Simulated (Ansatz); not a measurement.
Hf16HO32: single-point calculation (part 2 of 2)

The same run, continued: Hf16HO32 (defect cell, 49 atoms in the cell); DFT PBE, scalar-relativistic, plane waves, PAW, spin-polarised (Ansatz 0.2.0); cutoff 420 eV, 2×2×2 k-mesh, Gaussian smearing of 0.05 eV, collinear spins. The structure derives from an entry of the Crystallography Open Database.

### Output, continued
```
  k-point 0 ↑: bands = ["-46.2431", "-46.1844", "-46.1752", "-46.1688", "-46.1629", "-46.1573", "-46.1500", "-46.1446", "-46.1401", "-46.1332", ... 156 levels left out ..., "4.0198", "4.0215", "4.0216", "4.0234", "4.0250", "4.0266", "4.0273", "4.0296", "4.0298", "4.0305", "4.0322", "4.0352", "4.0381", "4.0395", "4.0400", "4.0413", "4.0419", "4.0440", "4.0453", "4.0465", "4.0484", "4.0507", "4.0537", "4.0553", "4.0570", "4.0604", "4.0645", "4.0662", "4.0707",
      "4.0748", "4.0795", "4.0809", "4.0882", "4.0901", "4.0993", "4.1402", "4.1454", "4.1485", "4.1522", "4.1582", "4.1677", "4.1739", "8.5543", "8.7715", "9.1146", "9.3855", "9.4123", "9.4403", "9.5617", "9.5851", "9.6058", "9.6766", "9.7820", "9.8103", "9.8199", "9.8477", "9.8541", "9.8707", "9.9156", "9.9392", "10.0230", "10.0497", "10.1844", "10.1923", "10.2678", "10.3151", "10.3626", "10.3863", "10.3990",
      "10.4234", "10.4310", "10.4424", "10.6048", "10.6675", "10.8052", "10.9168", "10.9813", "11.0647", "11.1066", "11.1637", "11.2026", "11.3079", "11.3321", "11.3514", "11.3554", "11.4013", "11.4446", "11.5404", "11.5664", "11.6336", "11.7029", "11.7509", "11.8559", "11.9866", "12.0847", "12.1039", "12.1193", "12.1503", "12.1695", "12.2626", "12.2906", "12.3258", "12.3345", "12.3524", "12.4147", "12.4483", "12.5133", "12.5865", "12.5935",
      "12.6470", "12.6680", "12.7438", "12.7510", "12.7982", "12.8157", "12.8956", "12.9002", "13.0245", "13.0662", "13.0830", "13.1751", "13.2036", "13.2117", "13.2400", "13.2469", "13.2616", "13.2644", "13.2802", "13.4762", "13.5327", "13.5584", "13.5652", "13.5926", "13.6990", "13.7144", "13.7346", "13.9694", "14.1531", "15.4467", "18.5583", "18.6185", "18.7839", "18.9395", "19.0171", "19.1356", "19.1680", "19.3352", "19.3441", "19.3672",
      "19.4465", "19.4508", "19.5773", "19.6697", "19.7025", "19.8258", "19.8985", "19.9221", "19.9691", "20.0436", "20.0681", "20.1258", "20.2471", "20.2962", "20.4134", "20.4528", "20.5688", "20.5716", "20.5956", "20.6352", "20.6596", "20.6808", "20.7079", "20.7205", "20.8665", "20.9437", "21.0103", "21.1159", "21.1519", "21.3036", "21.4280", "21.4646", "21.6247", "21.7899", "21.8870", "22.0272", "22.0826", "22.1031", "22.1430", "22.2069",
      "22.2456", "22.2562", "22.3259", "22.3532", "22.3851", "22.4235", "22.4620", "22.8447", "22.8870", "22.9364", "22.9564"]
  k-point 1 ↑: bands = ["-46.2431", "-46.1842", "-46.1754", "-46.1688", "-46.1627", "-46.1575", "-46.1500", "-46.1445", "-46.1401", "-46.1333", ... 156 levels left out ..., "4.0205", "4.0213", "4.0215", "4.0228", "4.0236", "4.0247", "4.0272", "4.0279", "4.0311", "4.0327", "4.0342", "4.0366", "4.0370", "4.0378", "4.0395", "4.0404", "4.0428", "4.0445", "4.0457", "4.0476", "4.0487", "4.0524", "4.0536", "4.0561", "4.0593", "4.0606", "4.0621", "4.0695", "4.0752",
      "4.0770", "4.0807", "4.0830", "4.0887", "4.0911", "4.0963", "4.1399", "4.1453", "4.1486", "4.1538", "4.1579", "4.1683", "4.1735", "8.6871", "8.9514", "9.0854", "9.2807", "9.2870", "9.3030", "9.3507", "9.4084", "9.4424", "9.4595", "9.5683", "9.6167", "9.6597", "9.8068", "9.8922", "9.9969", "10.0085", "10.0227", "10.1160", "10.2102", "10.2216", "10.2355", "10.3803", "10.4125", "10.4300", "10.4480", "10.5447",
      "10.6179", "10.6339", "10.6502", "10.6556", "10.6607", "10.7116", "10.8450", "10.9704", "11.0363", "11.0421", "11.0514", "11.1552", "11.1781", "11.1845", "11.2078", "11.4170", "11.4587", "11.5624", "11.5910", "11.7706", "11.8890", "11.9391", "11.9626", "12.0334", "12.0425", "12.0582", "12.0900", "12.1212", "12.1396", "12.1525", "12.1667", "12.1695", "12.2108", "12.2579", "12.2857", "12.4576", "12.5954", "12.6164", "12.6256", "12.6352",
      "12.6416", "12.6741", "12.7081", "12.7501", "12.7746", "12.8441", "12.8639", "12.9198", "12.9751", "12.9966", "13.0041", "13.0506", "13.0859", "13.1808", "13.2016", "13.2260", "13.2416", "13.2703", "13.2977", "13.4866", "13.5286", "13.5527", "13.5607", "13.5677", "13.5782", "13.6324", "13.6782", "13.9870", "14.0486", "15.4498", "18.8281", "18.8509", "18.9182", "18.9285", "18.9573", "18.9686", "19.0147", "19.1526", "19.3684", "19.3879",
      "19.4708", "19.5233", "19.5371", "19.5576", "19.5666", "19.8564", "19.9852", "20.0046", "20.0311", "20.0586", "20.0732", "20.0927", "20.1183", "20.2854", "20.3231", "20.4181", "20.5280", "20.5514", "20.5643", "20.5695", "20.5909", "20.7854", "20.9234", "20.9587", "20.9823", "21.0368", "21.0686", "21.1196", "21.2848", "21.3952", "21.7402", "21.7637", "21.7747", "21.8016", "21.8330", "21.8742", "21.8946", "22.0134", "22.0456", "22.1869",
      "22.2500", "22.3423", "22.4010", "22.4368", "22.4735", "22.4836", "22.4900", "22.5756", "22.7462", "22.7935", "23.0020"]
  k-point 2 ↑: bands = ["-46.2431", "-46.1837", "-46.1763", "-46.1686", "-46.1620", "-46.1581", "-46.1489", "-46.1453", "-46.1409", "-46.1333", ... 156 levels left out ..., "4.0204", "4.0228", "4.0230", "4.0242", "4.0246", "4.0260", "4.0262", "4.0271", "4.0297", "4.0313", "4.0328", "4.0348", "4.0372", "4.0378", "4.0395", "4.0404", "4.0416", "4.0428", "4.0472", "4.0491", "4.0514", "4.0530", "4.0545", "4.0554", "4.0585", "4.0590", "4.0613", "4.0698", "4.0708",
      "4.0776", "4.0799", "4.0819", "4.0830", "4.0951", "4.0978", "4.1397", "4.1451", "4.1482", "4.1531", "4.1583", "4.1678", "4.1739", "8.7509", "9.2646", "9.2671", "9.2772", "9.2986", "9.3224", "9.3283", "9.3559", "9.4045", "9.4166", "9.6810", "9.6976", "9.7460", "9.7942", "9.8078", "9.8974", "9.9118", "9.9811", "10.0062", "10.0392", "10.0597", "10.1985", "10.2671", "10.2771", "10.3560", "10.3863", "10.4741",
      "10.5673", "10.6453", "10.6605", "10.6656", "10.6979", "10.7493", "10.7841", "10.8069", "10.8365", "11.0011", "11.0776", "11.2576", "11.3987", "11.4182", "11.4685", "11.5621", "11.6242", "11.6471", "11.6654", "11.6832", "11.6942", "11.8115", "11.8345", "11.9938", "12.0175", "12.0731", "12.1550", "12.1801", "12.1930", "12.2098", "12.2206", "12.2369", "12.2558", "12.4020", "12.4351", "12.4468", "12.4703", "12.5099", "12.5477", "12.5981",
      "12.6422", "12.7053", "12.7139", "12.7315", "12.7483", "12.8030", "12.8301", "12.8412", "12.8585", "12.9668", "12.9837", "13.0190", "13.0868", "13.1202", "13.1375", "13.3023", "13.3298", "13.3500", "13.3713", "13.4025", "13.4072", "13.5469", "13.6031", "13.6753", "13.7255", "13.7696", "13.8429", "13.8651", "13.8773", "15.4485", "18.5368", "18.5996", "18.9386", "19.0157", "19.0598", "19.1012", "19.1887", "19.1961", "19.2198", "19.4122",
      "19.5028", "19.5373", "19.5903", "19.6482", "19.7587", "19.7775", "19.8697", "19.8934", "19.9441", "20.0213", "20.0847", "20.2171", "20.2377", "20.3293", "20.3697", "20.4208", "20.5192", "20.5929", "20.6127", "20.6278", "20.6731", "20.7941", "20.9098", "20.9255", "20.9732", "21.0084", "21.1978", "21.2304", "21.2435", "21.2982", "21.4538", "21.4789", "21.5082", "21.6879", "21.7419", "21.9344", "22.0385", "22.0498", "22.1221", "22.1447",
      "22.1999", "22.2466", "22.2989", "22.3582", "22.4656", "22.5118", "22.5258", "22.6705", "22.7812", "22.8035", "22.8721"]
  k-point 7 ↓: bands = ["-46.2457", "-46.1826", "-46.1748", "-46.1672", "-46.1622", "-46.1579", "-46.1480", "-46.1447", "-46.1407", "-46.1332", ... 156 levels left out ..., "4.0204", "4.0225", "4.0240", "4.0245", "4.0249", "4.0264", "4.0281", "4.0297", "4.0309", "4.0333", "4.0344", "4.0356", "4.0362", "4.0393", "4.0404", "4.0420", "4.0432", "4.0455", "4.0476", "4.0485", "4.0509", "4.0531", "4.0562", "4.0573", "4.0606", "4.0616", "4.0635", "4.0678", "4.0738",
      "4.0767", "4.0792", "4.0815", "4.0825", "4.0936", "4.1053", "4.1509", "4.1528", "4.1568", "4.1679", "4.1728", "4.1749", "4.1828", "8.5709", "9.0644", "9.0861", "9.1878", "9.2729", "9.3706", "9.6002", "9.6422", "9.6776", "9.7003", "9.7703", "9.7849", "9.8225", "9.8844", "9.9037", "9.9180", "9.9309", "9.9486", "10.0836", "10.1162", "10.2279", "10.2526", "10.2691", "10.2778", "10.4525", "10.4951", "10.5296",
      "10.5779", "10.6256", "10.6419", "10.6714", "10.6970", "10.7290", "10.8324", "10.8691", "10.9811", "11.0030", "11.1428", "11.2933", "11.3295", "11.3854", "11.4165", "11.4248", "11.4394", "11.4544", "11.5585", "11.5948", "11.6426", "11.7885", "11.8049", "11.8292", "11.8892", "11.8956", "11.9138", "12.0202", "12.1362", "12.1831", "12.1918", "12.2262", "12.3329", "12.4334", "12.4446", "12.5061", "12.5356", "12.5784", "12.6082", "12.6202",
      "12.6286", "12.7228", "12.8187", "12.8869", "12.9466", "12.9664", "13.0029", "13.0189", "13.0330", "13.0663", "13.0886", "13.1078", "13.2169", "13.2240", "13.2937", "13.3081", "13.3158", "13.3497", "13.3585", "13.4495", "13.4567", "13.4852", "13.5655", "13.7024", "13.7143", "13.7204", "13.7367", "13.7935", "14.0885", "16.9481", "18.2977", "18.8375", "18.8548", "18.9359", "19.0800", "19.1831", "19.2678", "19.3634", "19.4340", "19.4511",
      "19.4720", "19.4733", "19.5060", "19.6026", "19.7563", "19.7920", "19.8305", "19.9020", "20.0294", "20.0691", "20.1137", "20.1808", "20.2668", "20.2912", "20.3085", "20.3324", "20.3634", "20.4074", "20.5463", "20.7631", "20.9240", "21.0146", "21.0218", "21.1103", "21.1358", "21.2055", "21.2681", "21.2731", "21.2777", "21.3416", "21.4776", "21.5067", "21.6208", "21.6391", "21.7449", "21.8160", "21.8355", "21.8899", "22.1405", "22.2129",
      "22.2669", "22.2931", "22.3593", "22.4028", "22.4334", "22.5265", "22.5483", "22.6286", "22.8023", "22.8669", "22.8849"]
--- Löwdin populations: 49 sites ---
  site symbol       q [e]    m [muB]
     0     Hf     24.5790     0.0010
     1     Hf     24.5819    -0.0001
     2     Hf     24.5873     0.0005
     3     Hf     24.5817     0.0013
     4     Hf     24.5812    -0.0065
     5     Hf     24.5842     0.0022
     6     Hf     24.5779    -0.0021
     7     Hf     24.5797     0.0001
     8     Hf     24.6724     0.1251
     9     Hf     24.5785     0.0045
    10     Hf     24.5763     0.0005
    11     Hf     24.5806     0.0002
    12     Hf     24.5822     0.0058
    13     Hf     24.5811     0.0095
    14     Hf     24.5755     0.0029
    15     Hf     24.5810     0.0029
    16      O      6.6825     0.0007
    17      O      6.6775     0.0238
    18      O      6.6856    -0.0002
    19      O      6.6829     0.0014
    20      O      6.6835     0.0029
    21      O      6.6854     0.0001
    22      O      6.6759     0.0006
    23      O      6.6785     0.0002
    24      O      6.6670     0.0391
    25      O      6.6812     0.0022
    26      O      6.6788    -0.0002
    27      O      6.6824     0.0012
    28      O      6.6843     0.0068
    29      O      6.6850     0.0002
    30      O      6.6799     0.0021
    31      O      6.6832     0.0002
    32      O      6.6434     0.0008
    33      O      6.6442     0.0014
    34      O      6.6470     0.0153
    35      O      6.6432     0.0007
    36      O      6.6216     0.1566
    37      O      6.6391     0.0046
    38      O      6.6432     0.0004
    39      O      6.6425     0.0001
    40      O      6.6326     0.0622
    41      O      6.6408     0.0074
    42      O      6.6424     0.0001
    43      O      6.6429     0.0009
    44      O      6.6401     0.0029
    45      O      6.6429     0.0003
    46      O      6.6371     0.0120
    47      O      6.6464     0.0017
    48      H      0.9672     0.4914
  spilling = 0.002478 (of n_electrons = 609.000000)
--- Bader charges: 49 sites ---
  site symbol  charge [e]  shift [e]    m [muB]
     0     Hf      2.6403     0.0054     0.0003
     1     Hf      2.6382     0.0054     0.0001
     2     Hf      2.6365     0.0054     0.0025
     3     Hf      2.6381     0.0055     0.0010
     4     Hf      2.6427     0.0052    -0.0038
     5     Hf      2.6365     0.0055     0.0013
     6     Hf      2.6401     0.0054    -0.0005
     7     Hf      2.6385     0.0054     0.0001
     8     Hf      2.5788     0.0048     0.0892
     9     Hf      2.6393     0.0055     0.0039
    10     Hf      2.6391     0.0054     0.0005
    11     Hf      2.6383     0.0054     0.0003
    12     Hf      2.6354     0.0054     0.0044
    13     Hf      2.6386     0.0055     0.0079
    14     Hf      2.6389     0.0053     0.0030
    15     Hf      2.6398     0.0054     0.0024
    16      O     -1.3435     0.0021     0.0010
    17      O     -1.3390     0.0021     0.0304
    18      O     -1.3439     0.0020    -0.0002
    19      O     -1.3425     0.0021     0.0015
    20      O     -1.3419     0.0021     0.0020
    21      O     -1.3442     0.0021     0.0007
    22      O     -1.3413     0.0022     0.0010
    23      O     -1.3416     0.0021     0.0005
    24      O     -1.3308     0.0022     0.0548
    25      O     -1.3437     0.0022     0.0017
    26      O     -1.3416     0.0022     0.0000
    27      O     -1.3433     0.0021     0.0011
    28      O     -1.3439     0.0021     0.0051
    29      O     -1.3433     0.0021    -0.0001
    30      O     -1.3423     0.0022     0.0033
    31      O     -1.3442     0.0021     0.0003
    32      O     -1.2938     0.0033     0.0012
    33      O     -1.2936     0.0033     0.0019
    34      O     -1.2907     0.0031     0.0223
    35      O     -1.2946     0.0033     0.0011
    36      O     -1.2392     0.0027     0.1632
    37      O     -1.2915     0.0034     0.0037
    38      O     -1.2952     0.0033     0.0006
    39      O     -1.2947     0.0033     0.0003
    40      O     -1.2767     0.0032     0.0717
    41      O     -1.2932     0.0034     0.0090
    42      O     -1.2947     0.0033     0.0002
    43      O     -1.2950     0.0033     0.0012
    44      O     -1.2925     0.0033     0.0039
    45      O     -1.2954     0.0033     0.0004
    46      O     -1.2900     0.0033     0.0204
    47      O     -1.2959     0.0033     0.0021
    48      H     -0.0616     0.0000     0.4811
  estimated error of the sums over rays = 4.9e-4 e
```

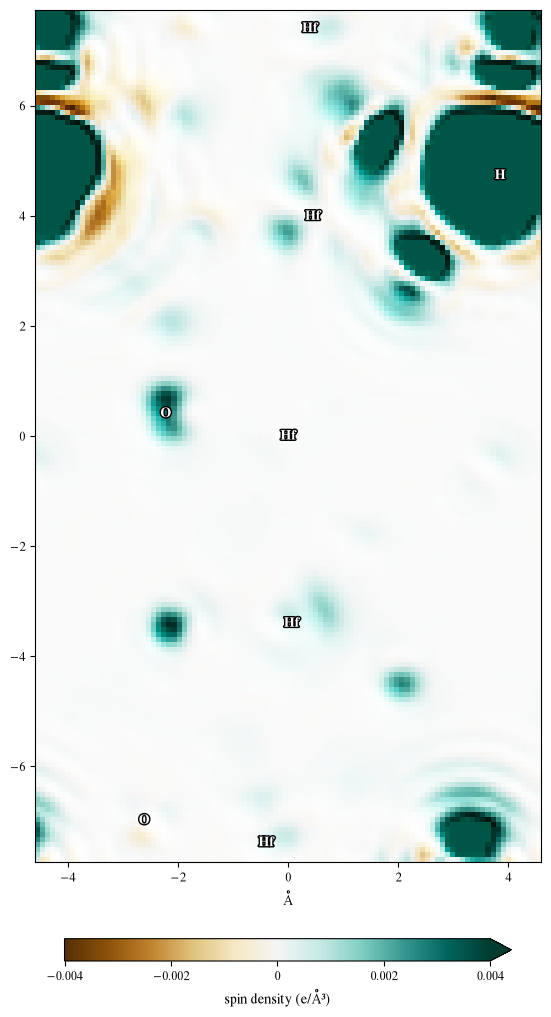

*Magnetisation density (up minus down) on the (101) plane of the calculation cell.*

Atoms in the plane: Hf, O and H. The spin density sits on H: +0.4 μB in one cell of 49 atoms: a single local moment. The cell of the calculation (49 atoms) carries 1.0 μB net. Core electrons are frozen (PAW), so the fields are smoothed inside the atomic spheres.

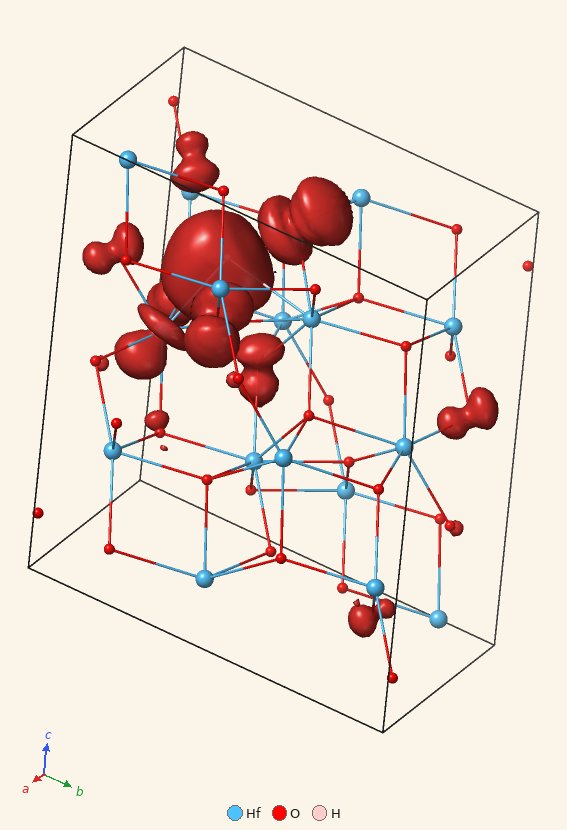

*Isosurfaces of the magnetisation density (up minus down) at +0.008 (red) and −0.008 e/Å³ (blue), seen slightly off an axis. Sticks mark near contacts. The outline is the calculation cell.*

The spin density sits on H: +0.4 μB in one cell of 49 atoms: a single local moment. The cell of the calculation (49 atoms) carries 1.0 μB net.

### Results in brief

| quantity | value |
| --- | --- |
| outcome | converged |
| electrons treated | 609 |
| free energy | −269799.8625 eV |
| Fermi energy | 16.218 eV |
| gap on the k-point mesh | 1.38 eV |
| net moment of the cell | 1.00 μB |
| integrated absolute moment | 1.06 μB |
| largest force (length of the vector) | 0.022 eV/Å |
| hardware | 4 threads of Arm Neoverse V2, 24 GiB of memory available, shared host |
| wall time | 4 min (CPU time 16 min) |
| peak memory | 5 GiB |

Spin–orbit coupling is left out, which matters for Hf.
